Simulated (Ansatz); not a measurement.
# Two runs on HfO$_{2}$

System: HfO$_{2}$ (I4mm, 3 atoms in the cell).
Method of the first run: DFT PBE, scalar-relativistic, plane waves, PAW, no spin polarisation (Ansatz 0.2.0).

The structure derives from an entry of the Crystallography Open Database. Text and figures count atoms from 1; the logs count them from 0 in places.

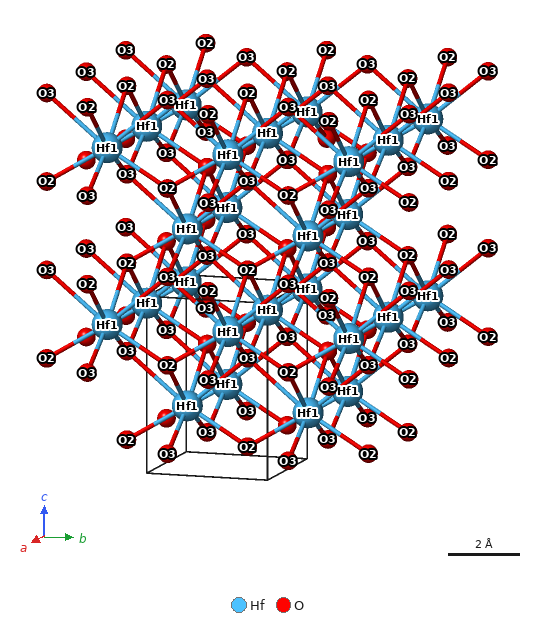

Figure 1. The structure (ball-and-stick view of the cell 2 times as large as that of the calculation, set on its symmetry axes, repeated 2 × 2 × 2, seen slightly off an axis; bonded neighbours outside the cell are drawn too; atoms are numbered from 1 in the order of the input). An atom can appear more than once, as a periodic image. Near neighbours in the periodic cell (some may lie outside the picture): Hf has 8 O at 2.11 to 2.34 Å; O has 4 Hf at 2.11 to 2.34 Å.

## Input, the first run
```yaml
crystal:
  lattice:
    - [0.0, 2.5575, 2.5575]
    - [2.5575, 0.0, 2.5575]
    - [2.5575, 2.5575, 0.0]
  atoms:
    - { symbol: Hf, position: [0.0391006843, -0.0391006843, -0.0391006843] }
    - { symbol: O, position: [0.25, 0.25, 0.25] }
    - { symbol: O, position: [0.75, 0.75, 0.75] }
basis:
  ecutwfc: 420
kpoints:
  mp_grid: { grid: [8, 8, 8] }
hamiltonian:
  xc: pbe
scf:
  occupations: { method: gaussian, width: 0.05 }
output:
  forces: true
  stress: true
  eigenvalues: true
```

Command:
```bash
ansatz run input.yaml --threads 1 --pin off --max-ram 2560MiB --backend cpu --events-out ev --progress --plain --runs-dir out
```

Hardware: 1 thread of Intel Xeon @ 2.50GHz (Skylake/Cascade Lake), 189 GiB of memory available, shared host.

## Output, shortened to warnings, some set-up lines, iterations and results (the first run)
```
Basis set: ecut = 420 eV, 645 PW (Γ), exchange–correlation on 50×50×50 points (8 copies of the dense FFT grid, shifted against one another)
Symmetry: 8 space group operations
k-points: 59 of 512 (time reversal used)
Initial density: superposition of atomic densities (neutral atoms: chi_scale 0, normalization atom), corrected by the library's trained network
[...]
SCF iter   1: F=—  HF=-16861.306011 eV  |F-HF|=—  |Δ(HF+E_count)|=         —  Δρ=2.50e-3  dr2=1.18e-3  ethr=1.77e-3  ⟨swp⟩=4.5  Hψ=4972  notcnv=0
SCF iter   2: F=—  HF=-16861.307068 eV  |F-HF|=—  |Δ(HF+E_count)|=   1.06e-3  Δρ=1.61e-3  dr2=5.75e-4  ethr=3.11e-6  ⟨swp⟩=2.1  Hψ=2889  notcnv=0
SCF iter   3: F=—  HF=-16861.307127 eV  |F-HF|=—  |Δ(HF+E_count)|=   5.90e-5  Δρ=7.50e-4  dr2=9.27e-5  ethr=1.51e-6  ⟨swp⟩=2.0  Hψ=2192  notcnv=0
SCF iter   4: F=—  HF=-16861.307191 eV  |F-HF|=—  |Δ(HF+E_count)|=   6.35e-5  Δρ=2.41e-4  dr2=1.04e-5  ethr=2.44e-7  ⟨swp⟩=2.4  Hψ=2371  notcnv=0
SCF iter   5: F=—  HF=-16861.307205 eV  |F-HF|=—  |Δ(HF+E_count)|=   1.45e-5  Δρ=6.21e-5  dr2=8.25e-7  ethr=2.74e-8  ⟨swp⟩=2.0  Hψ=2320  notcnv=0
SCF iter   6: F=-16861.307206 eV  HF=-16861.307206 eV  |F-HF|=9.61e-8  |Δ(HF+E_count)|=   7.20e-7  Δρ=1.54e-5  dr2=6.58e-8  ethr=2.63e-10  ⟨swp⟩=3.4  Hψ=6423  notcnv=0
SCF 1 converged in 6 iterations: F = -16861.307206 eV  dr2 = 6.58e-8
SCF converged after 6 iterations
Free energy (F): -16861.307206 eV
Harris-Foulkes:  -16861.307206 eV  (|F-HF|=9.61e-8)
Internal energy: -16861.307206 eV  (E = F + TS)
E sigma→0 (E₀):  -16861.307206 eV
Fermi energy:    17.463702 eV
--- Per-component energies (eV) ---
  E_band       = 32.620803
  E_kinetic    = 771.404627
  E_local      = -5836.095488  (includes V_loc(G=0)·N_el)
  E_nonlocal   = -1147.273824
  E_hartree    = 2672.083468
  E_xc         = -447.677369
  E_vxc        = -454.707152  (∫ρ·V_xc dr)
  E_paw        = -7242.693149  (= ΣΔE_a)
  E_vpaw       = 1355.143127  (= ΣTr[D̂ρ^β])
  E_aug_tail   = 0.004964  (compensation charges beyond the density's cutoff)
  E_ewald      = -5631.060434
  E_smearing   = -0.000000  (= −TS)
  E_closure    = 0.000000  (closes the sum)
  Σ components = -16861.307206   (vs F -16861.307206, Δ=0.00e0)
--- Forces (eV/Å), atoms counted from 1 ---
  atom   1  Hf     1.14522449     0.00000000     0.00000000
  atom   2  O     -0.57280569     0.00000000    -0.00000000
  atom   3  O     -0.57280569     0.00000000     0.00000000
  max |Σ_I F_I| component: 3.87e-4 eV/Å
--- Stress (GPa, compression-positive) ---
        1.553042       0.000000       0.000000
        0.000000       1.433634       0.000000
        0.000000       0.000000       1.433634
  P = ⅓ Tr σ = 1.4734 GPa (14.734 kbar)
```

For the second run the input was changed thus:
```diff
-    - { symbol: Hf, position: [0.0391006843, -0.0391006843, -0.0391006843] }
+    - { symbol: Hf, position: [-0.0244379277, 0.0244379277, 0.0244379277] }
```

What does this change do to the results?

With the same functional and potentials, the second run lies 21.6 meV per atom lower. The gap on the mesh goes from 3.77 to 3.74 eV. The pressure goes from 1.47 to −0.93 GPa. The largest force goes from 1.145 to 0.608 eV/Å. The SCF takes 7 iterations against 6.

## Output, shortened to warnings, some set-up lines, iterations and results (the second run)
```
Basis set: ecut = 420 eV, 645 PW (Γ), exchange–correlation on 50×50×50 points (8 copies of the dense FFT grid, shifted against one another)
Symmetry: 8 space group operations
k-points: 59 of 512 (time reversal used)
Initial density: superposition of atomic densities (neutral atoms: chi_scale 0, normalization atom), corrected by the library's trained network
[...]
SCF iter   1: F=—  HF=-16861.370860 eV  |F-HF|=—  |Δ(HF+E_count)|=         —  Δρ=2.43e-3  dr2=1.26e-3  ethr=1.77e-3  ⟨swp⟩=4.5  Hψ=4986  notcnv=0
SCF iter   2: F=—  HF=-16861.371851 eV  |F-HF|=—  |Δ(HF+E_count)|=   9.91e-4  Δρ=1.72e-3  dr2=6.94e-4  ethr=3.32e-6  ⟨swp⟩=2.0  Hψ=2842  notcnv=0
SCF iter   3: F=—  HF=-16861.371811 eV  |F-HF|=—  |Δ(HF+E_count)|=   3.99e-5  Δρ=7.16e-4  dr2=7.05e-5  ethr=1.83e-6  ⟨swp⟩=2.0  Hψ=2088  notcnv=0
SCF iter   4: F=—  HF=-16861.371926 eV  |F-HF|=—  |Δ(HF+E_count)|=   1.15e-4  Δρ=1.22e-4  dr2=3.28e-6  ethr=1.86e-7  ⟨swp⟩=2.0  Hψ=2414  notcnv=0
SCF iter   5: F=—  HF=-16861.371928 eV  |F-HF|=—  |Δ(HF+E_count)|=   2.02e-6  Δρ=4.79e-5  dr2=4.85e-7  ethr=8.63e-9  ⟨swp⟩=2.6  Hψ=2474  notcnv=0
SCF iter   6: F=—  HF=-16861.371928 eV  |F-HF|=—  |Δ(HF+E_count)|=   8.06e-8  Δρ=1.70e-5  dr2=8.38e-8  ethr=2.63e-10  ⟨swp⟩=6.0  Hψ=6618  notcnv=0
SCF iter   7: F=-16861.371928 eV  HF=-16861.371928 eV  |F-HF|=8.51e-9  |Δ(HF+E_count)|=   5.22e-8  Δρ=6.15e-6  dr2=1.26e-8  ethr=2.21e-10  ⟨swp⟩=4.7  Hψ=5148  notcnv=0
SCF 1 converged in 7 iterations: F = -16861.371928 eV  dr2 = 1.26e-8
SCF converged after 7 iterations
Free energy (F): -16861.371928 eV
Harris-Foulkes:  -16861.371928 eV  (|F-HF|=8.51e-9)
Internal energy: -16861.371928 eV  (E = F + TS)
E sigma→0 (E₀):  -16861.371928 eV
Fermi energy:    17.421122 eV
--- Per-component energies (eV) ---
  E_band       = 32.176842
  E_kinetic    = 770.453757
  E_local      = -5821.395251  (includes V_loc(G=0)·N_el)
  E_nonlocal   = -1147.460788
  E_hartree    = 2664.626800
  E_xc         = -447.466126
  E_vxc        = -454.433583  (∫ρ·V_xc dr)
  E_paw        = -7242.391517  (= ΣΔE_a)
  E_vpaw       = 1355.761353  (= ΣTr[D̂ρ^β])
  E_aug_tail   = 0.004961  (compensation charges beyond the density's cutoff)
  E_ewald      = -5637.743764
  E_smearing   = -0.000000  (= −TS)
  E_closure    = -0.000000  (closes the sum)
  Σ components = -16861.371928   (vs F -16861.371928, Δ=0.00e0)
--- Forces (eV/Å), atoms counted from 1 ---
  atom   1  Hf    -0.60789618     0.00000000     0.00000000
  atom   2  O      0.30398374    -0.00000000    -0.00000000
  atom   3  O      0.30398374    -0.00000000     0.00000000
  max |Σ_I F_I| component: 7.13e-5 eV/Å
--- Stress (GPa, compression-positive) ---
       -0.842972       0.000000       0.000000
        0.000000      -0.980430       0.000000
        0.000000       0.000000      -0.980430
  P = ⅓ Tr σ = -0.9346 GPa (-9.346 kbar)
```

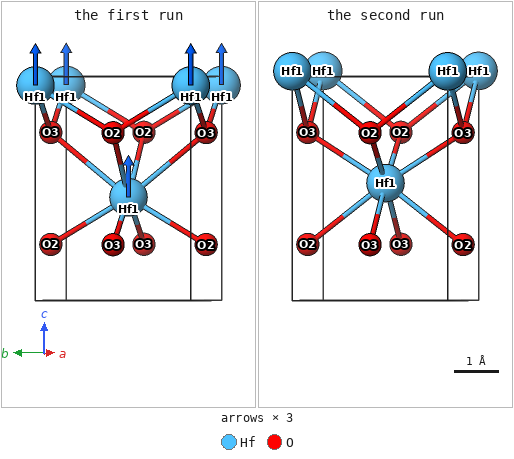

Figure 2. The two input geometries at one scale (ball-and-stick view of the cell 2 times as large as that of the calculation, set on its symmetry axes, seen at an oblique angle). The blue arrows on the first give the shifts of the atoms relative to the cell, magnified 3 times. The atom that moves furthest is Hf1 (0.33 Å). O stays in place. The cell doesn't change. Among the contacts that change: Hf1–O2 2.336 → 2.145 Å.

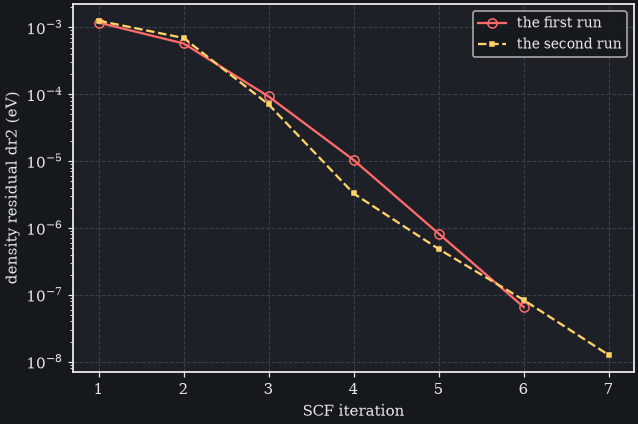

Figure 3. Convergence of the two runs: density residual dr2 against the SCF iteration. The first run takes 6 iterations in all, and the second run takes 7.

## The two runs side by side

```tsv
quantity	the first run	the second run
outcome	converged	converged
free energy per atom (eV)	−5620.4357	−5620.4573
gap on the mesh (eV)	3.77	3.74
pressure (GPa)	1.47	−0.93
largest force (eV/Å)	1.145	0.608
SCF iterations	6	7
irreducible k-points	59	59
plane waves at Γ	645	645
wall time (shared host)	6.9 s	7.5 s
```

For both runs: Spin–orbit coupling is left out, which matters for Hf.
